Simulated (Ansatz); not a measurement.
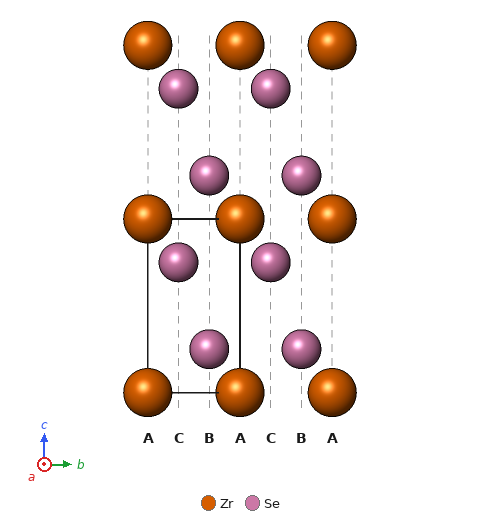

The picture looks along a close-packed row of the hexagonal mesh; c points upwards. The dashed lines mark the three columns A (0, 0), B (1/3, 2/3) and C (2/3, 1/3). The sequence starts with the first layer at or above the cell's origin.

ZrSe2 (space group P-3m1, No. 164). Coordinates: a calculation's input that goes back to an entry of the Crystallography Open Database (an earlier step may have relaxed or displaced it).

Q: List the layers of one repeat.

A: Zr(A) – Se(B) – Se(C) (three layers in 6.19 Å).

Q: How are the Se layers alone stacked?

A: Se layers alone: BC, the hexagonal close-packed type.

Q: Which positions between or in the Se layers do the other atoms fill?

A: Zr: one octahedral site (per hexagonal cell). One of the two gaps between Se layers is empty, 3.10 Å wide.

Q: What short polytype symbol fits?

A: Polytype symbol 1T, the symbol of a layered MX2 polytype (number of slabs in the repeat and lattice).
